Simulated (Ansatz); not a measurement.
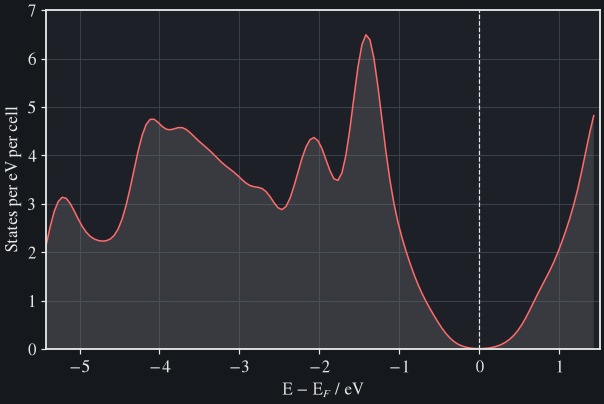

What does this figure show?

Density of states of Bi₂Te₃, space group R-3m (No. 166), 5 atoms in the cell. Level of theory: DFT, HSE06, plane waves, PAW, no spin polarisation, 4×4×4 k mesh, 420 eV cutoff; code Ansatz 0.2.0. Energies are counted from the Fermi level, put mid-gap where there is a gap. The curve is built from the levels of the k mesh with Gaussians 0.4 eV wide, which also blur the band edges.

There is a gap; over the k points computed it is 0.83 eV (direct among those points). Within the window shown, the tallest peak of the filled states lies 1.0 eV under the valence-band top, at about 6.5 states per eV and cell.

Spin-orbit coupling is left out, which matters for Bi and Te.
